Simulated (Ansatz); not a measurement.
Single-point calculation, with input and output: C₈N (part 2 of 3)

The same run, continued: C₈N (slab, 9 atoms in the cell); DFT PBEsol, scalar-relativistic, plane waves, PAW, spin-polarised (Ansatz 0.2.0); cutoff 420 eV, 12×12×1 k-mesh, Gaussian smearing of 0.05 eV, collinear spins. The structure derives from an entry of the Crystallography Open Database. It belongs to a series of runs on one base structure; here: N lifted by +3.00 A from its best place.

Geometry of the input (Å; fractional positions):
```
2.4988  0.0000  0.0000
-1.2494  2.1640  0.0000
0.0000  0.0000  25.7639
C  0.3333  0.6667  0.3299
C  0.6667  0.3333  0.3502
C  0.6667  0.3333  0.4107
C  0.3333  0.6667  0.4310
C  0.3333  0.6667  0.5398
C  0.6667  0.3333  0.5404
C  0.6667  0.3333  0.6885
C  0.3333  0.6667  0.6885
N  0.5833  1.1667  0.8604
```

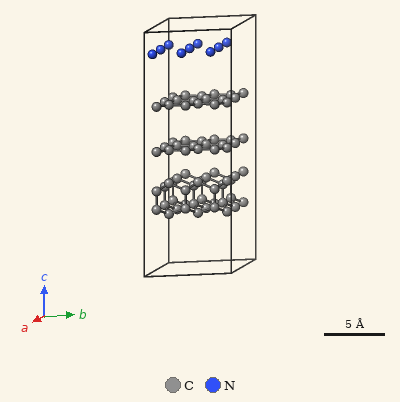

Figure 1. The structure (ball-and-stick view of the 3 × 3 repeat of the cell, with the vacuum cut short, seen slightly off an axis). An atom can appear more than once, as a periodic image.

## The program's output, continued
```
SCF iter   1: F=—  HF=-2345.062032 eV  |F-HF|=—  |Δ(HF+E_count)|=         —  Δρ=5.58e-2 (↑5.58e-2 ↓4.18e-2)  dr2=6.40e1  dr2_m=4.52e-1  M=2.212 μB ∫|m|=2.213 μB  β_m=0.30  ethr=3.10e-3  p=-0.000 e·Å  D=-6.03e-9 V/Å  ΔV_dip=0.00 eV  dr2_dipole=5.80e1  V_vac-E_F(+/−)=7.77/7.77 eV  ⟨swp⟩=8.1  Hψ=13976  notcnv=0  defer=26
efield: sawtooth ramp at fractional position 0.0752 (placed from the atoms, in the widest stretch of the axis that holds none; the zero of the levels goes with the place), width 0.0400; the density the first Hamiltonian is built on has a dipole p = -0.000 e·Å; the dipole correction subtracts the counter field D = -6.03e-9 V/Å, which shifts the + side's vacuum level by +0.00 eV against the − side's; the planar-averaged density in the ramp window peaks in size at 3.4e-6 e/Å³
preconditioner: auto → LDOS  [metal: Δε(μ)=0.010 eV  Ē_g=14.807 eV  σ=0.050 eV  W_gap=0.11  n_scr=16 (ndim 8)  ℏωp=19.1 eV  f_vac=0.387  D(μ)=6.24/eV (n_scr^D=22)]
spin=Collinear: LDOS preconditioning applied to the charge; magnetization (m = ρ↑ − ρ↓) channel mixes plain (no charge-response kernel on spin).
SCF iter   2: F=—  HF=-2342.956741 eV  |F-HF|=—  |Δ(HF+E_count)|=    2.11e0  Δρ=3.21e-2 (↑3.21e-2 ↓2.72e-2)  dr2=1.12e1  dr2_m=1.71e-1  M=2.208 μB ∫|m|=2.209 μB  β_m=0.30  ethr=3.10e-3  p=0.034 e·Å  D=4.41e-2 V/Å  ΔV_dip=-1.14 eV  dr2_dipole=7.51e0  V_vac-E_F(+/−)=6.69/7.82 eV  ⟨swp⟩=2.9  Hψ=5152  notcnv=0  defer=431  κ⁻¹=1.0e0(r=1)
SCF iter   3: F=—  HF=-2342.153611 eV  |F-HF|=—  |Δ(HF+E_count)|=   8.03e-1  Δρ=1.62e-2 (↑1.35e-2 ↓1.62e-2)  dr2=2.15e0  dr2_m=7.27e-2  M=2.176 μB ∫|m|=2.177 μB  β_m=0.30  ethr=3.10e-3  p=0.041 e·Å  D=5.37e-2 V/Å  ΔV_dip=-1.38 eV  dr2_dipole=1.80e0  V_vac-E_F(+/−)=6.20/7.58 eV  ⟨swp⟩=2.3  Hψ=5053  notcnv=0  defer=456  κ⁻¹=4.2e-3(r=2)
SCF iter   4: F=—  HF=-2342.110918 eV  |F-HF|=—  |Δ(HF+E_count)|=   4.27e-2  Δρ=1.69e-2 (↑1.69e-2 ↓1.23e-2)  dr2=1.65e0  dr2_m=1.45e-1  M=1.965 μB ∫|m|=1.968 μB  β_m=0.30  ethr=3.10e-3  p=0.017 e·Å  D=2.20e-2 V/Å  ΔV_dip=-0.57 eV  dr2_dipole=9.21e-1  V_vac-E_F(+/−)=6.52/7.09 eV  ⟨swp⟩=1.4  Hψ=2783  notcnv=0  defer=469  κ⁻¹=3.3e-3(r=3)
SCF iter   5: F=—  HF=-2342.034511 eV  |F-HF|=—  |Δ(HF+E_count)|=   7.64e-2  Δρ=1.12e-2 (↑1.12e-2 ↓6.76e-3)  dr2=2.97e-1  dr2_m=9.28e-2  M=1.905 μB ∫|m|=1.908 μB  β_m=0.30  ethr=3.10e-3  p=0.003 e·Å  D=4.29e-3 V/Å  ΔV_dip=-0.11 eV  dr2_dipole=9.89e-2  V_vac-E_F(+/−)=6.43/6.54 eV  ⟨swp⟩=3.1  Hψ=4088  notcnv=0  defer=466  κ⁻¹=1.3e-4(r=4)
SCF iter   6: F=—  HF=-2342.085580 eV  |F-HF|=—  |Δ(HF+E_count)|=   5.11e-2  Δρ=1.02e-2 (↑7.25e-3 ↓1.02e-2)  dr2=9.53e-1  dr2_m=9.07e-2  M=1.774 μB ∫|m|=1.776 μB  β_m=0.30  ethr=8.02e-4  p=0.007 e·Å  D=8.64e-3 V/Å  ΔV_dip=-0.22 eV  dr2_dipole=1.10e0  V_vac-E_F(+/−)=6.27/6.49 eV  ⟨swp⟩=2.1  Hψ=2935  notcnv=0  defer=466  κ⁻¹=1.1e-4(r=5)
SCF iter   7: F=—  HF=-2342.113021 eV  |F-HF|=—  |Δ(HF+E_count)|=   2.74e-2  Δρ=1.01e-2 (↑1.01e-2 ↓7.69e-3)  dr2=8.08e-2  dr2_m=9.96e-2  M=1.661 μB ∫|m|=1.663 μB  β_m=0.30  ethr=8.02e-4  p=-0.013 e·Å  D=-1.65e-2 V/Å  ΔV_dip=0.43 eV  dr2_dipole=6.38e-2  V_vac-E_F(+/−)=6.58/6.16 eV  ⟨swp⟩=2.0  Hψ=2882  notcnv=0  defer=471  κ⁻¹=3.5e-5(r=6)
SCF iter   8: F=—  HF=-2342.145891 eV  |F-HF|=—  |Δ(HF+E_count)|=   3.29e-2  Δρ=8.33e-3 (↑8.33e-3 ↓5.76e-3)  dr2=1.18e-1  dr2_m=6.23e-2  M=1.628 μB ∫|m|=1.629 μB  β_m=0.30  ethr=2.18e-4  p=-0.018 e·Å  D=-2.28e-2 V/Å  ΔV_dip=0.59 eV  dr2_dipole=1.13e-1  V_vac-E_F(+/−)=6.60/6.01 eV  ⟨swp⟩=1.8  Hψ=2945  notcnv=0  defer=485  κ⁻¹=5.5e-6(r=7)
SCF iter   9: F=—  HF=-2342.167012 eV  |F-HF|=—  |Δ(HF+E_count)|=   2.11e-2  Δρ=8.81e-3 (↑8.81e-3 ↓4.00e-3)  dr2=5.47e-1  dr2_m=4.96e-2  M=1.582 μB ∫|m|=1.583 μB  β_m=0.30  ethr=2.18e-4  p=-0.018 e·Å  D=-2.37e-2 V/Å  ΔV_dip=0.61 eV  dr2_dipole=5.60e-1  V_vac-E_F(+/−)=6.58/5.97 eV  ⟨swp⟩=1.0  Hψ=2242  notcnv=0  defer=485  κ⁻¹=8.8e-7(r=8)
SCF iter  10: F=—  HF=-2342.196785 eV  |F-HF|=—  |Δ(HF+E_count)|=   2.98e-2  Δρ=9.84e-3 (↑9.84e-3 ↓2.72e-3)  dr2=1.36e0  dr2_m=4.29e-2  M=1.535 μB ∫|m|=1.536 μB  β_m=0.30  ethr=2.18e-4  p=-0.022 e·Å  D=-2.79e-2 V/Å  ΔV_dip=0.72 eV  dr2_dipole=1.39e0  V_vac-E_F(+/−)=6.67/5.95 eV  ⟨swp⟩=1.3  Hψ=2071  notcnv=0  defer=485  κ⁻¹=6.3e-7(r=8)
SCF iter  11: F=—  HF=-2342.198591 eV  |F-HF|=—  |Δ(HF+E_count)|=   1.81e-3  Δρ=8.18e-3 (↑8.18e-3 ↓1.93e-3)  dr2=1.20e0  dr2_m=2.31e-2  M=1.526 μB ∫|m|=1.528 μB  β_m=0.30  ethr=2.18e-4  p=-0.019 e·Å  D=-2.51e-2 V/Å  ΔV_dip=0.65 eV  dr2_dipole=1.24e0  V_vac-E_F(+/−)=6.60/5.95 eV  ⟨swp⟩=1.4  Hψ=2623  notcnv=0  defer=482  κ⁻¹=1.9e-6(r=8)
SCF iter  12: F=—  HF=-2342.208944 eV  |F-HF|=—  |Δ(HF+E_count)|=   1.04e-2  Δρ=7.21e-3 (↑7.21e-3 ↓2.05e-3)  dr2=1.25e0  dr2_m=1.21e-2  M=1.526 μB ∫|m|=1.528 μB  β_m=1.20  ethr=2.18e-4  p=-0.019 e·Å  D=-2.49e-2 V/Å  ΔV_dip=0.64 eV  dr2_dipole=1.28e0  V_vac-E_F(+/−)=6.59/5.95 eV  ⟨swp⟩=1.0  Hψ=2343  notcnv=0  defer=482
Mixer restart at iter 12: flushing history
spin-set hold released at iteration 12 (site moments contracting): the magnetisation degrees of freedom join the quasi-Newton model from the next iteration; the mixer history was flushed
SCF iter  13: F=—  HF=-2342.205048 eV  |F-HF|=—  |Δ(HF+E_count)|=   3.90e-3  Δρ=2.61e-3 (↑2.61e-3 ↓1.91e-3)  dr2=6.69e-3  dr2_m=5.39e-3  M=1.399 μB ∫|m|=1.401 μB  β_m=0.38  ethr=2.18e-4  p=-0.019 e·Å  D=-2.45e-2 V/Å  ΔV_dip=0.63 eV  dr2_dipole=2.72e-3  V_vac-E_F(+/−)=6.63/5.99 eV  ⟨swp⟩=1.9  Hψ=2859  notcnv=0  defer=482
density mixer auto → msr1: a metal under ldos (density of states about μ 0.90 of a free-electron gas's, 16 screened modes)
SCF iter  14: F=—  HF=-2342.209084 eV  |F-HF|=—  |Δ(HF+E_count)|=   4.04e-3  Δρ=1.74e-3 (↑1.57e-3 ↓1.74e-3)  dr2=2.66e-2  dr2_m=2.97e-3  M=1.385 μB ∫|m|=1.389 μB  β_m=0.38  ethr=1.81e-5  p=-0.021 e·Å  D=-2.77e-2 V/Å  ΔV_dip=0.71 eV  dr2_dipole=3.16e-2  V_vac-E_F(+/−)=6.68/5.97 eV  ⟨swp⟩=2.0  Hψ=3418  notcnv=0  defer=480
SCF iter  15: F=—  HF=-2342.211539 eV  |F-HF|=—  |Δ(HF+E_count)|=   2.46e-3  Δρ=1.49e-3 (↑9.69e-4 ↓1.49e-3)  dr2=3.04e-2  dr2_m=1.62e-3  M=1.360 μB ∫|m|=1.369 μB  β_m=0.51  ethr=1.81e-5  p=-0.029 e·Å  D=-3.75e-2 V/Å  ΔV_dip=0.97 eV  dr2_dipole=2.46e-2  V_vac-E_F(+/−)=6.83/5.87 eV  ⟨swp⟩=2.2  Hψ=3487  notcnv=0  defer=474
SCF iter  16: F=—  HF=-2342.211583 eV  |F-HF|=—  |Δ(HF+E_count)|=   4.38e-5  Δρ=1.47e-3 (↑1.47e-3 ↓1.14e-3)  dr2=3.28e-3  dr2_m=2.06e-3  M=1.342 μB ∫|m|=1.357 μB  β_m=0.76  ethr=1.81e-5  p=-0.031 e·Å  D=-4.06e-2 V/Å  ΔV_dip=1.05 eV  dr2_dipole=1.25e-3  V_vac-E_F(+/−)=6.89/5.84 eV  ⟨swp⟩=1.0  Hψ=2116  notcnv=0  defer=474
SCF iter  17: F=—  HF=-2342.213635 eV  |F-HF|=—  |Δ(HF+E_count)|=   2.05e-3  Δρ=1.93e-3 (↑1.93e-3 ↓1.24e-3)  dr2=7.46e-3  dr2_m=3.18e-3  M=1.287 μB ∫|m|=1.320 μB  β_m=0.14  ethr=8.87e-6  p=-0.034 e·Å  D=-4.41e-2 V/Å  ΔV_dip=1.14 eV  dr2_dipole=7.00e-3  V_vac-E_F(+/−)=6.95/5.82 eV  ⟨swp⟩=1.5  Hψ=2633  notcnv=0  defer=480  recentre
SCF iter  18: F=—  HF=-2342.212982 eV  |F-HF|=—  |Δ(HF+E_count)|=   6.53e-4  Δρ=1.77e-3 (↑1.77e-3 ↓1.44e-3)  dr2=1.50e-3  dr2_m=3.18e-3  M=1.300 μB ∫|m|=1.341 μB  β_m=0.71  ethr=8.87e-6  p=-0.032 e·Å  D=-4.10e-2 V/Å  ΔV_dip=1.06 eV  dr2_dipole=1.40e-3  V_vac-E_F(+/−)=6.90/5.85 eV  ⟨swp⟩=1.0  Hψ=2241  notcnv=0  defer=480
SCF iter  19: F=-2342.125760 eV  HF=-2342.219850 eV  |F-HF|=9.41e-2  |Δ(HF+E_count)|=   6.87e-3  Δρ=2.28e-3 (↑1.28e-3 ↓2.28e-3)  dr2=4.99e-2  dr2_m=3.62e-3  M=1.210 μB ∫|m|=1.329 μB  β_m=0.23  ethr=4.04e-6  p=-0.036 e·Å  D=-4.67e-2 V/Å  ΔV_dip=1.20 eV  dr2_dipole=4.77e-2  V_vac-E_F(+/−)=7.05/5.85 eV  ⟨swp⟩=2.5  Hψ=3661  notcnv=0  defer=480  recentre
SCF iter  20: F=-2342.199752 eV  HF=-2342.216442 eV  |F-HF|=1.67e-2  |Δ(HF+E_count)|=   3.41e-3  Δρ=2.14e-3 (↑1.68e-3 ↓2.14e-3)  dr2=9.97e-3  dr2_m=4.59e-3  M=1.232 μB ∫|m|=1.298 μB  β_m=0.69  ethr=4.04e-6  p=-0.035 e·Å  D=-4.56e-2 V/Å  ΔV_dip=1.18 eV  dr2_dipole=9.85e-3  V_vac-E_F(+/−)=7.01/5.83 eV  ⟨swp⟩=1.7  Hψ=2873  notcnv=0  defer=474
SCF iter  21: F=-2342.192918 eV  HF=-2342.222016 eV  |F-HF|=2.91e-2  |Δ(HF+E_count)|=   5.57e-3  Δρ=2.15e-3 (↑1.77e-3 ↓2.15e-3)  dr2=1.72e-2  dr2_m=4.60e-3  M=1.221 μB ∫|m|=1.414 μB  β_m=0.69  ethr=4.04e-6  p=-0.035 e·Å  D=-4.58e-2 V/Å  ΔV_dip=1.18 eV  dr2_dipole=1.66e-2  V_vac-E_F(+/−)=7.03/5.85 eV  ⟨swp⟩=2.0  Hψ=3294  notcnv=0  defer=474  recentre
SCF iter  22: F=-2342.230383 eV  HF=-2342.233883 eV  |F-HF|=3.50e-3  |Δ(HF+E_count)|=   1.19e-2  Δρ=4.12e-3 (↑3.63e-3 ↓4.12e-3)  dr2=1.29e-2  dr2_m=1.83e-2  M=1.246 μB ∫|m|=1.681 μB  β_m=0.85  ethr=4.04e-6  p=-0.032 e·Å  D=-4.21e-2 V/Å  ΔV_dip=1.08 eV  dr2_dipole=8.27e-3  V_vac-E_F(+/−)=6.87/5.79 eV  ⟨swp⟩=2.6  Hψ=4455  notcnv=0  defer=482
SCF iter  23: F=-2342.258760 eV  HF=-2342.248318 eV  |F-HF|=1.04e-2  |Δ(HF+E_count)|=   1.44e-2  Δρ=4.39e-3 (↑4.39e-3 ↓3.55e-3)  dr2=9.16e-3  dr2_m=2.00e-2  M=1.233 μB ∫|m|=1.777 μB  β_m=0.92  ethr=4.04e-6  p=-0.034 e·Å  D=-4.39e-2 V/Å  ΔV_dip=1.13 eV  dr2_dipole=5.03e-4  V_vac-E_F(+/−)=6.96/5.82 eV  ⟨swp⟩=2.1  Hψ=3701  notcnv=0  defer=479
SCF iter  24: F=-2342.284967 eV  HF=-2342.285904 eV  |F-HF|=9.36e-4  |Δ(HF+E_count)|=   3.76e-2  Δρ=5.16e-3 (↑5.16e-3 ↓3.61e-3)  dr2=2.43e-2  dr2_m=2.38e-2  M=1.231 μB ∫|m|=2.010 μB  β_m=0.71  ethr=4.04e-6  p=-0.037 e·Å  D=-4.81e-2 V/Å  ΔV_dip=1.24 eV  dr2_dipole=2.75e-3  V_vac-E_F(+/−)=7.04/5.80 eV  ⟨swp⟩=3.0  Hψ=4856  notcnv=0  defer=473
SCF iter  25: F=-2342.349058 eV  HF=-2342.339619 eV  |F-HF|=9.44e-3  |Δ(HF+E_count)|=   5.37e-2  Δρ=4.13e-3 (↑4.13e-3 ↓3.17e-3)  dr2=7.01e-3  dr2_m=1.65e-2  M=1.233 μB ∫|m|=2.298 μB  β_m=0.65  ethr=4.04e-6  p=-0.041 e·Å  D=-5.38e-2 V/Å  ΔV_dip=1.39 eV  dr2_dipole=6.59e-5  V_vac-E_F(+/−)=7.07/5.68 eV  ⟨swp⟩=3.0  Hψ=5825  notcnv=0  defer=489
SCF iter  26: F=-2342.365604 eV  HF=-2342.367376 eV  |F-HF|=1.77e-3  |Δ(HF+E_count)|=   2.78e-2  Δρ=3.39e-3 (↑3.39e-3 ↓2.85e-3)  dr2=1.13e-2  dr2_m=1.12e-2  M=1.213 μB ∫|m|=2.632 μB  β_m=0.83  ethr=4.04e-6  p=-0.045 e·Å  D=-5.81e-2 V/Å  ΔV_dip=1.50 eV  dr2_dipole=1.57e-6  V_vac-E_F(+/−)=7.09/5.59 eV  ⟨swp⟩=4.0  Hψ=6021  notcnv=0  defer=487
SCF iter  27: F=-2342.357252 eV  HF=-2342.349240 eV  |F-HF|=8.01e-3  |Δ(HF+E_count)|=   1.81e-2  Δρ=3.32e-3 (↑3.32e-3 ↓2.75e-3)  dr2=3.61e-3  dr2_m=1.15e-2  M=1.235 μB ∫|m|=2.353 μB  β_m=0.83  ethr=4.04e-6  p=-0.041 e·Å  D=-5.32e-2 V/Å  ΔV_dip=1.37 eV  dr2_dipole=3.90e-4  V_vac-E_F(+/−)=7.05/5.69 eV  ⟨swp⟩=3.7  Hψ=6288  notcnv=0  defer=497  recentre
SCF iter  28: F=-2342.368965 eV  HF=-2342.377107 eV  |F-HF|=8.14e-3  |Δ(HF+E_count)|=   2.79e-2  Δρ=1.55e-3 (↑1.55e-3 ↓1.40e-3)  dr2=1.06e-2  dr2_m=1.89e-3  M=1.235 μB ∫|m|=2.653 μB  β_m=0.70  ethr=4.04e-6  p=-0.042 e·Å  D=-5.51e-2 V/Å  ΔV_dip=1.42 eV  dr2_dipole=1.16e-5  V_vac-E_F(+/−)=7.04/5.62 eV  ⟨swp⟩=3.4  Hψ=6003  notcnv=0  defer=495
SCF iter  29: F=-2342.371433 eV  HF=-2342.376897 eV  |F-HF|=5.46e-3  |Δ(HF+E_count)|=   2.10e-4  Δρ=8.35e-4 (↑3.76e-4 ↓8.35e-4)  dr2=5.11e-3  dr2_m=3.08e-4  M=1.236 μB ∫|m|=2.641 μB  β_m=0.54  ethr=4.04e-6  p=-0.041 e·Å  D=-5.28e-2 V/Å  ΔV_dip=1.36 eV  dr2_dipole=9.69e-4  V_vac-E_F(+/−)=7.01/5.65 eV  ⟨swp⟩=2.6  Hψ=4482  notcnv=0  defer=486
SCF iter  30: F=-2342.376513 eV  HF=-2342.376379 eV  |F-HF|=1.35e-4  |Δ(HF+E_count)|=   5.19e-4  Δρ=5.13e-4 (↑5.13e-4 ↓4.75e-4)  dr2=2.28e-4  dr2_m=2.90e-4  M=1.236 μB ∫|m|=2.645 μB  β_m=0.48  ethr=4.04e-6  p=-0.042 e·Å  D=-5.51e-2 V/Å  ΔV_dip=1.42 eV  dr2_dipole=5.08e-6  V_vac-E_F(+/−)=7.01/5.59 eV  ⟨swp⟩=2.0  Hψ=2917  notcnv=0  defer=485
SCF iter  31: F=-2342.376823 eV  HF=-2342.376963 eV  |F-HF|=1.40e-4  |Δ(HF+E_count)|=   5.84e-4  Δρ=1.31e-4 (↑6.52e-5 ↓1.31e-4)  dr2=1.10e-4  dr2_m=7.06e-6  M=1.236 μB ∫|m|=2.618 μB  β_m=0.46  ethr=6.16e-7  p=-0.042 e·Å  D=-5.47e-2 V/Å  ΔV_dip=1.41 eV  dr2_dipole=5.18e-5  V_vac-E_F(+/−)=7.01/5.60 eV  ⟨swp⟩=2.7  Hψ=3738  notcnv=0  defer=485
SCF iter  32: F=-2342.376958 eV  HF=-2342.376960 eV  |F-HF|=1.64e-6  |Δ(HF+E_count)|=   2.91e-6  Δρ=7.03e-5 (↑5.52e-5 ↓7.03e-5)  dr2=7.07e-6  dr2_m=3.73e-6  M=1.236 μB ∫|m|=2.615 μB  β_m=0.51  ethr=2.98e-7  p=-0.043 e·Å  D=-5.53e-2 V/Å  ΔV_dip=1.42 eV  dr2_dipole=1.42e-6  V_vac-E_F(+/−)=7.01/5.58 eV  ⟨swp⟩=2.2  Hψ=2861  notcnv=0  defer=485
SCF iter  33: F=-2342.376965 eV  HF=-2342.376965 eV  |F-HF|=4.72e-7  |Δ(HF+E_count)|=   5.75e-6  Δρ=3.63e-5 (↑2.22e-5 ↓3.63e-5)  dr2=1.69e-6  dr2_m=7.68e-7  M=1.236 μB ∫|m|=2.618 μB  β_m=0.60  ethr=1.91e-8  p=-0.043 e·Å  D=-5.54e-2 V/Å  ΔV_dip=1.43 eV  dr2_dipole=5.07e-7  V_vac-E_F(+/−)=7.00/5.58 eV  ⟨swp⟩=2.0  Hψ=3684  notcnv=0  defer=485
SCF iter  34: F=-2342.376967 eV  HF=-2342.376967 eV  |F-HF|=1.40e-8  |Δ(HF+E_count)|=   1.20e-6  Δρ=1.45e-5 (↑8.03e-6 ↓1.45e-5)  dr2=2.41e-7  dr2_m=1.26e-7  M=1.236 μB ∫|m|=2.618 μB  β_m=0.65  ethr=4.57e-9  p=-0.043 e·Å  D=-5.54e-2 V/Å  ΔV_dip=1.43 eV  dr2_dipole=4.44e-8  V_vac-E_F(+/−)=7.00/5.58 eV  ⟨swp⟩=2.0  Hψ=3342  notcnv=0  defer=485
SCF iter  35: F=-2342.376967 eV  HF=-2342.376967 eV  |F-HF|=3.05e-8  |Δ(HF+E_count)|=   1.65e-7  Δρ=5.15e-6 (↑5.15e-6 ↓3.10e-6)  dr2=9.87e-8  dr2_m=1.38e-8  M=1.236 μB ∫|m|=2.619 μB  β_m=0.66  ethr=2.70e-10  p=-0.043 e·Å  D=-5.55e-2 V/Å  ΔV_dip=1.43 eV  dr2_dipole=1.75e-8  V_vac-E_F(+/−)=7.00/5.58 eV  ⟨swp⟩=20.1  Hψ=24925  notcnv=0
iter 36 met the thresholds in force, and the SCF goes on: an eigenvalue changes by 0.64 meV, over its tolerance of 0.50 meV (output.eigenvalues, Limitations)
SCF iter  36: F=-2342.376967 eV  HF=-2342.376967 eV  |F-HF|=2.92e-9  |Δ(HF+E_count)|=   4.87e-8  Δρ=2.54e-6 (↑1.27e-6 ↓2.54e-6)  dr2=1.19e-8  dr2_m=3.25e-9  M=1.236 μB ∫|m|=2.619 μB  β_m=0.69  ethr=2.67e-10  p=-0.043 e·Å  D=-5.55e-2 V/Å  ΔV_dip=1.43 eV  dr2_dipole=9.48e-11  V_vac-E_F(+/−)=7.01/5.58 eV  ⟨swp⟩=11.4  Hψ=15899  notcnv=0
SCF iter  37: F=-2342.376967 eV  HF=-2342.376967 eV  |F-HF|=2.30e-9  |Δ(HF+E_count)|=   9.44e-9  Δρ=1.66e-6 (↑1.66e-6 ↓5.94e-7)  dr2=5.40e-9  dr2_m=9.57e-10  M=1.236 μB ∫|m|=2.619 μB  ethr=3.21e-11  p=-0.043 e·Å  D=-5.55e-2 V/Å  ΔV_dip=1.43 eV  dr2_dipole=5.16e-12  V_vac-E_F(+/−)=7.01/5.58 eV  ⟨swp⟩=7.7  Hψ=15250  notcnv=0
SCF 1 converged in 37 iterations: F = -2342.376967 eV  dr2 = 5.40e-9
  greatest PAW one-centre occupation: 0.869 electrons in one spin orbital (limit 2), on the N atom at site 8 (counted from 0), in its partial waves of l = 0
```

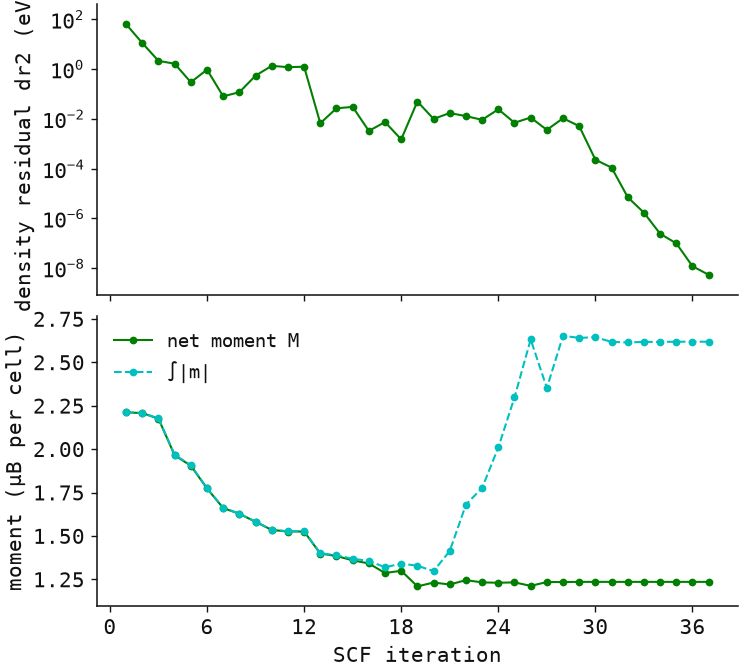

Figure 2. Convergence of the self-consistent field: density residual dr2 and magnetic moment against the SCF iteration. The residual falls unevenly and jumps up by a factor of two or more 8 times on the way down. The net moment goes from 2.2 to 1.2 μB per cell.
